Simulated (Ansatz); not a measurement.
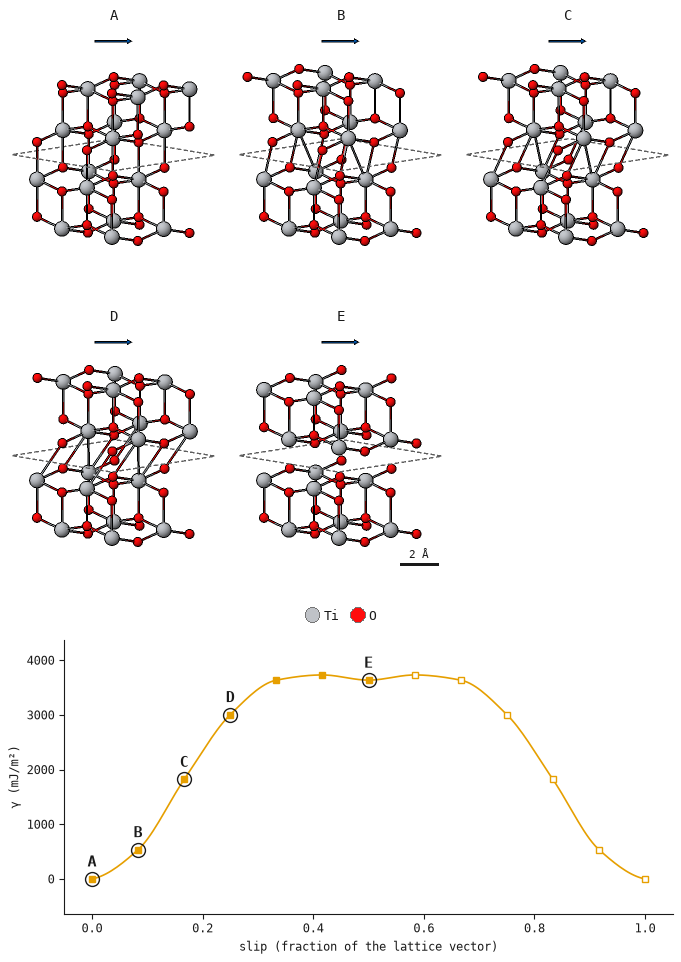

A scan of solid TiO2 (I4_1/amd): the crystal above a cut along the (0 0 1) plane of the conventional cell (between a plane of O below and one of O above, 1.58 Å apart) is slid rigidly by fractions of an in-plane lattice vector 5.37 Å long (a generalised stacking fault). One cut stands in each cell, which starts 9.7 Å high; nothing is relaxed, and the dashed outline marks the cut, the arrow on top the direction of slip. The lettered frames are marked on the plot. Hollow markers are points alike by symmetry, not computed again. Style: ball-and-stick. Shown: the layers on both sides of the cut, from the side, nearly along the cut plane.

All numbers below come from Ansatz, DFT PBE, scalar-relativistic, plane waves, PAW. (plane-wave cutoff 420 eV; k-point mesh 7 × 7 × 3; occupations gaussian; smearing width 0.05 eV; no spin polarisation). Energies (free energies at the smearing named) are counted from the relaxed crystal.

Q: Read off the main features of the energy profile.

A: The curve starts and ends at zero, since a full lattice vector restores the crystal. Its highest computed point is 3731 mJ/m² at slip 0.417 and 0.583, which the unstable stacking-fault energy of this rigid path equals or slightly exceeds. No local minimum shows among the points, so there is no metastable fault on this line. The path is symmetric about half-way. Relaxation across the fault would lower the values.

The computed points:

| slip (fraction of the lattice vector) | γ (mJ/m²) |
| --- | --- |
| 0.000 | 0 |
| 0.083 | 536 |
| 0.167 | 1821 |
| 0.250 | 3006 |
| 0.333 | 3636 |
| 0.417 | 3731 |
| 0.500 | 3636 |
| 0.583 | 3731 |
| 0.667 | 3636 |
| 0.750 | 3006 |
| 0.833 | 1821 |
| 0.917 | 536 |
| 1.000 | 0 |

Points that are alike by symmetry were computed once.
